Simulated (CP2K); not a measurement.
# Energy of SiC along an even scaling of the cell

System: SiC (F-43m, 2 atoms in the cell).
Method: Kohn-Sham DFT of a periodic cell, PBE, GTH-PBE with UZH-TZVP basis, no spin polarisation (CP2K 2026.2).

The 6 runs differ only in the geometry, by an even scaling of the cell at fixed fractional positions. The structure derives from an entry of the Crystallography Open Database.

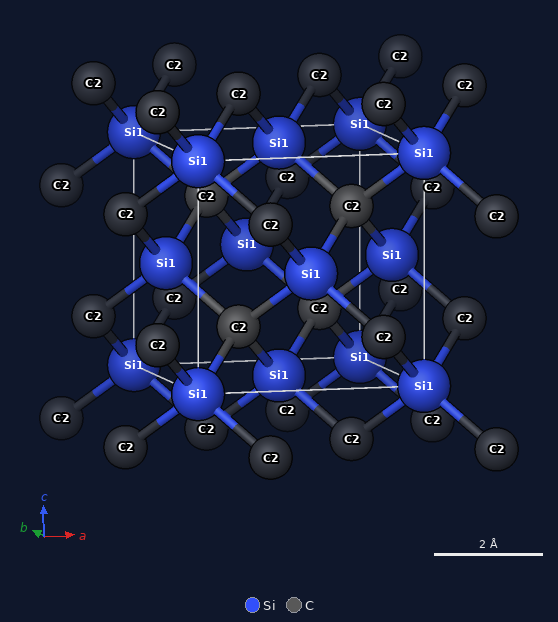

Figure 1. The structure of run 4 (ball-and-stick view of the cell 4 times as large as that of the calculation, set on its symmetry axes, seen slightly off an axis; neighbours outside the cell are drawn fainter; atoms are numbered from 1 in the order of the input).

### Input of run 4
```
&GLOBAL
  PROJECT sic_eos
  RUN_TYPE ENERGY_FORCE
  PRINT_LEVEL LOW
&END GLOBAL
&FORCE_EVAL
  METHOD QS
  STRESS_TENSOR ANALYTICAL
  &DFT
    BASIS_SET_FILE_NAME BASIS_MOLOPT_UZH
    POTENTIAL_FILE_NAME POTENTIAL_UZH
    WFN_RESTART_FILE_NAME previous-RESTART.kp
    &MGRID
      CUTOFF 450
      REL_CUTOFF 60
      NGRIDS 4
    &END MGRID
    &QS
      METHOD GPW
      EPS_DEFAULT 1.0E-10
    &END QS
    &KPOINTS
      SCHEME MONKHORST-PACK 10 10 10
      GAMMA_CENTERED T
      SYMMETRY T
      SYMMETRY_BACKEND SPGLIB
    &END KPOINTS
    &SCF
      SCF_GUESS RESTART
      EPS_SCF 1.0E-6
      MAX_SCF 100
      ADDED_MOS 10
      CHOLESKY OFF
      EPS_EIGVAL 1.0E-7
      &DIAGONALIZATION ON
        ALGORITHM STANDARD
      &END DIAGONALIZATION
      &MIXING ON
        METHOD BROYDEN_MIXING
        ALPHA 0.4
        BETA 1.5
        NBUFFER 8
      &END MIXING
      &SMEAR ON
        METHOD FERMI_DIRAC
        ELECTRONIC_TEMPERATURE 580.23
      &END SMEAR
    &END SCF
    &XC
      &XC_FUNCTIONAL PBE
      &END XC_FUNCTIONAL
    &END XC
    &PRINT
      &KPOINTS ON
      &END KPOINTS
      &MULLIKEN ON
      &END MULLIKEN
      &MO ON
        ENERGIES T
        OCCUPATION_NUMBERS T
        &EACH
          QS_SCF 0
        &END EACH
        ADD_LAST NUMERIC
      &END MO
    &END PRINT
  &END DFT
  &SUBSYS
    &CELL
      ABC 3.1019797045 3.1019797045 3.1019797044
      ALPHA_BETA_GAMMA 60.0000000003 60.0000000005 60.0000000006
      PERIODIC XYZ
    &END CELL
    &COORD
      SCALED
      Si  0.0000000000 0.0000000000 0.0000000000
      C   0.7500000000 0.7500000000 0.7500000000
    &END COORD
    &KIND Si
      BASIS_SET TZVP-MOLOPT-PBE-GTH-q4
      POTENTIAL GTH-PBE-q4
    &END KIND
    &KIND C
      BASIS_SET TZVP-MOLOPT-PBE-GTH-q4
      POTENTIAL GTH-PBE-q4
    &END KIND
    &PRINT
      &ATOMIC_COORDINATES ON
      &END ATOMIC_COORDINATES
      &CELL ON
      &END CELL
      &SYMMETRY ON
      &END SYMMETRY
    &END PRINT
  &END SUBSYS
  &PRINT
    &FORCES ON
    &END FORCES
    &STRESS_TENSOR ON
    &END STRESS_TENSOR
  &END PRINT
&END FORCE_EVAL
```

Command:
```bash
OMP_NUM_THREADS=1 cp2k.psmp -i sic_eos.inp -o sic_eos.out
```

Lattice vectors (Å) and fractional positions of run 4:
```
   3.101980    0.000000    0.000000
   1.550990    2.686393    0.000000
   1.550990    0.895464    2.532756
Si  0.000000  0.000000  0.000000
C   0.750000  0.750000  0.750000
```

Run 5 has the same physical settings and fractional positions; its lattice vectors (Å) are:
```
   3.122123    0.000000    0.000000
   1.561061    2.703838    0.000000
   1.561061    0.901279    2.549203
```

### Results, with one run withheld

```csv
run,volume per atom (Å³),"free energy per atom, from the lowest run given (meV)",pressure (GPa),gap on the mesh (eV)
1,9.725,39.35,18.05,1.49
2,9.932,19.73,12.42,1.51
3,10.139,7.05,7.30,1.53
4,10.553,0.00,−1.56,1.57
5,10.760,?,?,?
6,10.967,13.80,−8.87,1.61
```

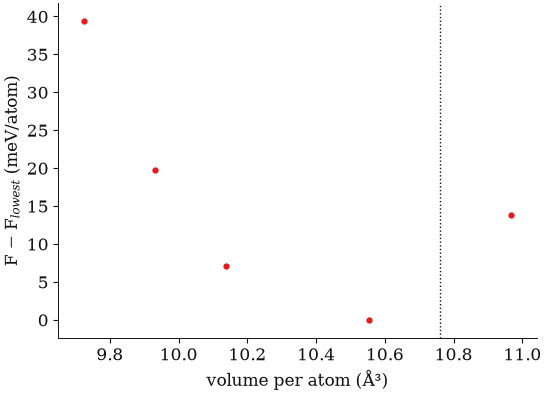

Figure 2. Free energy per atom of the runs given; the dotted line marks run 5.

Estimate the energy of run 5 from the others.

A cubic polynomial in V^(−2/3) (the Birch–Murnaghan form), fitted to the 5 runs given, misses them by under 0.01 meV per atom. With x = V^(−2/3) − 0.21196 Å⁻², it reads F = 2.954 + 2177.4 x + 3.5433e+05 x² − 1.4405e+05 x³ (meV per atom). At run 5 it gives 4.54 meV per atom, and the run itself gives 4.53. The slope of the fit gives a pressure −dF/dV of −5.40 GPa there, and the run prints −5.39 GPa. The fit has its minimum at 10.474 Å³ per atom, where V d²F/dV² gives 211 GPa: the bulk modulus at this level, since symmetry fixes the shape and the positions. The gap on the mesh goes, without turning, from 1.49 eV in run 1 to 1.61 eV in run 6; run 5 has 1.59 eV. These are gaps of this functional on this mesh, which can miss the band edges; they aren't the measured gap.

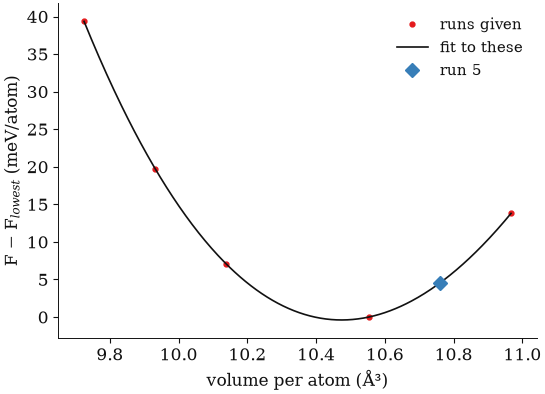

Figure 3. The fit and the withheld run.

### Some lines of the output (run 5)
```
[...]
  Total energy (extrapolated to T->0):                         -9.64573353356804
 MO| E(Fermi):            0.308717 a.u.          8.400619 eV
 MO| Band gap:            0.253725 a.u.          6.904214 eV
 MO| Band gap:            0.237438 a.u.          6.461014 eV
 MO| Band gap:            0.207531 a.u.          5.647218 eV
 MO| Band gap:            0.182406 a.u.          4.963510 eV
 MO| Band gap:            0.190185 a.u.          5.175210 eV
 MO| Band gap:            0.205709 a.u.          5.597619 eV
 MO| Band gap:            0.219731 a.u.          5.979198 eV
 MO| Band gap:            0.237919 a.u.          6.474093 eV
 MO| Band gap:            0.246652 a.u.          6.711740 eV
 MO| Band gap:            0.253499 a.u.          6.898057 eV
 MO| Band gap:            0.234168 a.u.          6.372048 eV
 MO| Band gap:            0.234066 a.u.          6.369249 eV
```
